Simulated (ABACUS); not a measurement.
# Run report: RbCl, band-structure run (part 2 of 2)

RbCl (Fm-3m, 2 atoms in the cell); Kohn-Sham DFT of a periodic cell, PBEsol, SSSP 1.3 efficiency PBE, no spin polarisation (ABACUS 3.10.1); cutoff 748.31 eV, 6×6×6 k-mesh, fermi-dirac of 0.05 eV. The structure derives from an entry of the Crystallography Open Database.

Geometry of the input (Å; fractional positions):
```
0.0000  3.2740  3.2740
3.2740  0.0000  3.2740
3.2740  3.2740  0.0000
Rb 0.0000  0.0000  0.0000
Cl 0.5000  0.5000  0.5000
```

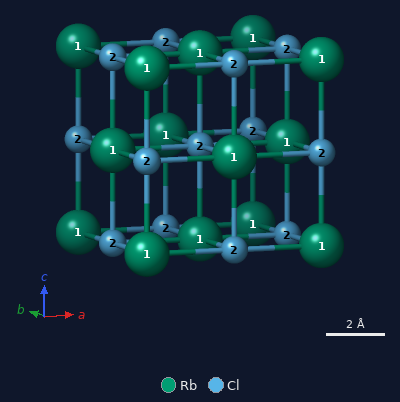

Fig. 1: The structure (ball-and-stick view of the cell 4 times as large as that of the calculation, set on its symmetry axes, seen slightly off an axis; atoms are numbered from 1 in the order of the input). An atom can appear more than once, as a periodic image.

Output, continued:
```
 SETUP NONLOCAL PSEUDOPOTENTIALS IN PLANE WAVE BASIS
 Rb non-local projectors:
 projector 1 L=0
 projector 2 L=0
 projector 3 L=1
 projector 4 L=1
 projector 5 L=2
 projector 6 L=2
 Cl non-local projectors:
 projector 1 L=0
 projector 2 L=0
 projector 3 L=1
 projector 4 L=1
 projector 5 L=2
 projector 6 L=2
      TOTAL NUMBER OF NONLOCAL PROJECTORS = 36

 Init Non-Local PseudoPotential table :
 Init Non-Local-Pseudopotential done.

                                     npwx = 3287

 Make real space PAO into reciprocal space.
       max mesh points in Pseudopotential = 1001
     dq(describe PAO in reciprocal space) = 0.01
                                    max q = 894

 number of pseudo atomic orbitals for Rb is 3
WARNING: norm of atomic wavefunction # 3 of atomic type Rb is 0.98754, renormalized

 number of pseudo atomic orbitals for Cl is 2

 -------------------------------------------
 SELF-CONSISTENT
 -------------------------------------------
                                 init_chg = atomic

 PW ALGORITHM --------------- ION=   1  ELEC=   1--------------------------------

 Notice: Threshold on eigenvalues was too large.
 hsover_error=0.16 > DRHO=0.0819577
 Origin diag ethr = 0.01
 New diag ethr = 0.000512235

 Density error is 0.0807113854273
                          Error Threshold = 0.000512235458695
----------------------------------------------------------
     Energy           Rydberg                 eV
----------------------------------------------------------
 E_KohnSham     -82.2636833178       -1119.2548315893
 E_Harris       -81.7446162867       -1112.1925623233
 E_Fermi        0.2733180804         3.7186832595
----------------------------------------------------------

 PW ALGORITHM --------------- ION=   1  ELEC=   2--------------------------------

 Density error is 0.00742041352942
                          Error Threshold = 0.000504446158921
----------------------------------------------------------
     Energy           Rydberg                 eV
----------------------------------------------------------
 E_KohnSham     -82.2836650473       -1119.5266969662
 E_Harris       -82.4143415907       -1121.3046425522
 E_Fermi        0.1976136403         2.6886715111
----------------------------------------------------------

 PW ALGORITHM --------------- ION=   1  ELEC=   3--------------------------------

 Density error is 0.000810018256431
                          Error Threshold = 4.63775845589e-05
----------------------------------------------------------
     Energy           Rydberg                 eV
----------------------------------------------------------
 E_KohnSham     -82.2850444976       -1119.5454653508
 E_Harris       -82.2428425702       -1118.9712786723
 E_Fermi        0.1966010712         2.6748948014
----------------------------------------------------------

 PW ALGORITHM --------------- ION=   1  ELEC=   4--------------------------------

 Density error is 6.97491796153e-06
                          Error Threshold = 5.0626141027e-06
----------------------------------------------------------
     Energy           Rydberg                 eV
----------------------------------------------------------
 E_KohnSham     -82.2851614235       -1119.5470562094
 E_Harris       -82.2800618404       -1119.4776728220
 E_Fermi        0.1973533381         2.6851299173
----------------------------------------------------------

 PW ALGORITHM --------------- ION=   1  ELEC=   5--------------------------------

 Density error is 1.10884662186e-06
                          Error Threshold = 4.35932372596e-08
----------------------------------------------------------
     Energy           Rydberg                 eV
----------------------------------------------------------
 E_KohnSham     -82.2851683041       -1119.5471498251
 E_Harris       -82.2829539884       -1119.5170225145
 E_Fermi        0.1975668103         2.6880343561
----------------------------------------------------------

 PW ALGORITHM --------------- ION=   1  ELEC=   6--------------------------------

 Density error is 2.05217259552e-08
                          Error Threshold = 6.93029138665e-09
----------------------------------------------------------
     Energy           Rydberg                 eV
----------------------------------------------------------
 E_KohnSham     -82.2851691594       -1119.5471614611
 E_Harris       -82.2847234623       -1119.5410974418
 E_Fermi        0.1976801396         2.6895762800
----------------------------------------------------------

 PW ALGORITHM --------------- ION=   1  ELEC=   7--------------------------------

 Density error is 2.85056105933e-09
                          Error Threshold = 1.2826078722e-10
----------------------------------------------------------
     Energy           Rydberg                 eV
----------------------------------------------------------
 E_KohnSham     -82.2851691816       -1119.5471617638
 E_KS(sigma->0) -82.2851691816       -1119.5471617638
 E_Harris       -82.2852224164       -1119.5478860599
 E_band         -7.6937460824        -104.6787856857
 E_one_elec     -22.3447760762       -304.0162751704
 E_Hartree      16.0967256315        219.0071877311
 E_xc           -16.7723087392       -228.1989674684
 E_Ewald        -59.2648099977       -806.3391068560
 E_entropy(-TS) -0.0000000000        -0.0000000000
 E_descf        0.0000000000         0.0000000000
 E_exx          0.0000000000         0.0000000000
 E_Fermi        0.1977146879         2.6900463331
----------------------------------------------------------

 charge density convergence is achieved
 final etot is -1119.5471618 eV
 EFERMI = 2.6900463331 eV
The vacuum level is 4.9049576381 eV

 STATE ENERGY(eV) AND OCCUPATIONS    NSPIN == 1
 1/4 kpoint (Cartesian) = 0.0000 0.0000 0.0000 (3287 pws)
       1       -22.7703     0.00925926
       2       -10.9921     0.00925926
       3       -6.80785     0.00925926
       4       -6.80785     0.00925926
       5       -6.80785     0.00925926
       6        1.02506     0.00925926
       7        1.02506     0.00925926
       8        1.02506     0.00925926
       9        5.90038    1.20771e-30
      10        8.92498    6.46532e-57
      11        8.92498    6.46532e-57
      12        8.92498    6.46532e-57
      13        9.90616    1.94185e-65
      14        9.90616    1.94185e-65
      15        12.9628        0.00000
      16        17.9263        0.00000
      17        17.9263        0.00000
      18        17.9263        0.00000

 2/4 kpoint (Cartesian) = 0.025453 0.025453 0.025453 (3278 pws)
       1       -22.7659      0.0740741
       2       -11.0090      0.0740741
       3       -6.81109      0.0740741
       4       -6.81109      0.0740741
       5       -6.80123      0.0740741
       6       0.750874      0.0740741
       7       0.928789      0.0740741
       8       0.928789      0.0740741
       9        6.54131    2.61843e-35
      10        8.74416    1.92447e-54
      11        9.27738    4.49584e-59
      12        9.27738    4.49584e-59
      13        10.3267    3.45512e-68
      14        10.3267    3.45512e-68
      15        14.0563        0.00000
      16        16.0797        0.00000
      17        16.7690        0.00000
      18        16.7690        0.00000

 3/4 kpoint (Cartesian) = 0.050906 0.050906 0.050906 (3257 pws)
       1       -22.7569      0.0740741
       2       -11.0425      0.0740741
       3       -6.81743      0.0740741
       4       -6.81743      0.0740741
       5       -6.78844      0.0740741
       6       0.302707      0.0740741
       7       0.747601      0.0740741
       8       0.747601      0.0740741
       9        7.89980    4.15218e-47
      10        8.74489    1.89666e-54
      11        10.2548    1.45420e-67
      12        10.2548    1.45420e-67
      13        11.3882    2.08268e-77
      14        11.3882    2.08268e-77
      15        13.8880        0.00000
      16        14.6455        0.00000
      17        14.6455        0.00000
      18        16.1804        0.00000

 4/4 kpoint (Cartesian) = 0.076359 0.076359 0.076359 (3274 pws)
       1       -22.7524      0.0370370
       2       -11.0591      0.0370370
       3       -6.82054      0.0370370
       4       -6.82054      0.0370370
       5       -6.78223      0.0370370
       6       0.110692      0.0370370
       7       0.661971      0.0370370
       8       0.661971      0.0370370
       9        8.66697    4.50567e-54
      10        8.94309    1.80056e-56
      11        11.1745    7.47468e-76
      12        11.1745    7.47468e-76
      13        12.2666    2.44081e-85
      14        12.2666    2.44081e-85
      15        13.1128        0.00000
      16        13.1863        0.00000
      17        13.1863        0.00000
      18        15.0961        0.00000

------------------------------------------------------------------------------------------
 TOTAL-FORCE (eV/Angstrom)
------------------------------------------------------------------------------------------
                       Rb1         0.0000000000         0.0000000000         0.0000000000
                       Cl1         0.0000000000         0.0000000000         0.0000000000
------------------------------------------------------------------------------------------

----------------------------------------------------------------
 TOTAL-STRESS (KBAR)
----------------------------------------------------------------
        -0.0668897981         0.0000000000        -0.0000000000
        -0.0000000000        -0.0668897981        -0.0000000000
        -0.0000000000        -0.0000000000        -0.0668897981
----------------------------------------------------------------
 TOTAL-PRESSURE: -0.066890 KBAR

 --------------------------------------------
 !FINAL_ETOT_IS -1119.5471617637563213 eV
 --------------------------------------------
```

Standard output:
```
ABACUS
v3.10.1

               Atomic-orbital Based Ab-initio Computation at UStc

 dft_functional readin is: pbesol
 dft_functional in pseudopot file is: PBE
 Please make sure this is what you need
 dft_functional readin is: pbesol
 dft_functional in pseudopot file is: PBE
 Please make sure this is what you need

%%%%%%%%%%%%%%%%%%%%%%%%%%%%%%%%%%%%%%%%%%%%%%%%%%%%%%%%%%%%%%%%%%%%%%%%%%%%%%%%%%%%%%%%%%%%%%%%%%%%%%%%%
 Warning: the number of valence electrons in pseudopotential > 1 for Rb: [Kr] 5s1
 Pseudopotentials with additional electrons can yield (more) accurate outcomes, but may be less efficient.
 If you're confident that your chosen pseudopotential is appropriate, you can safely ignore this warning.
%%%%%%%%%%%%%%%%%%%%%%%%%%%%%%%%%%%%%%%%%%%%%%%%%%%%%%%%%%%%%%%%%%%%%%%%%%%%%%%%%%%%%%%%%%%%%%%%%%%%%%%%%

 UNIFORM GRID DIM        : 45 * 45 * 45
 UNIFORM GRID DIM(BIG)   : 60 * 60 * 60
 UNIFORM GRID DIM(DENSE) : 60 * 60 * 60
 ---------------------------------------------------------
 Self-consistent calculations for electrons
 ---------------------------------------------------------
 SPIN    KPOINTS         PROCESSORS  THREADS
 1       16              4           4
 ---------------------------------------------------------
 Use plane wave basis
 ---------------------------------------------------------
 ELEMENT NATOM       XC
 Rb      1
 Cl      1
 ---------------------------------------------------------
 Initial plane wave basis and FFT box
 ---------------------------------------------------------
 -------------------------------------------
 SELF-CONSISTENT :
 -------------------------------------------
 START CHARGE      : atomic
 ITER       ETOT/eV          EDIFF/eV         DRHO     TIME/s
 DA1     -1.11925483e+03   0.00000000e+00   8.0711e-02   2.47
 DA2     -1.11952670e+03  -2.71865377e-01   7.4204e-03   1.52
 DA3     -1.11954547e+03  -1.87683846e-02   8.1002e-04   2.51
 DA4     -1.11954706e+03  -1.59085863e-03   6.9749e-06   1.94
 DA5     -1.11954715e+03  -9.36156446e-05   1.1088e-06   3.33
 DA6     -1.11954716e+03  -1.16360079e-05   2.0522e-08   2.56
 DA7     -1.11954716e+03  -3.02663254e-07   2.8506e-09   1.90
----------------------------------------------------------------
 TOTAL-STRESS (KBAR)
----------------------------------------------------------------
        -0.0668897981         0.0000000000        -0.0000000000
        -0.0000000000        -0.0668897981        -0.0000000000
        -0.0000000000        -0.0000000000        -0.0668897981
----------------------------------------------------------------
 TOTAL-PRESSURE: -0.066890 KBAR
```

Key numbers:

| quantity | value |
| --- | --- |
| outcome | converged |
| space group (tolerance 0.01 Å) | Fm-3m (225) |
| electrons treated | 16 |
| free energy | −1119.5472 eV |
| Fermi energy | 2.690 eV |
| gap on the k-point mesh | 4.88 eV |
| pressure | −0.01 GPa |
| largest force (length of the vector) | under 0.001 eV/Å |
| wall time | 32 s (CPU time 2.1 min) |
| peak memory | 1.3 GiB |
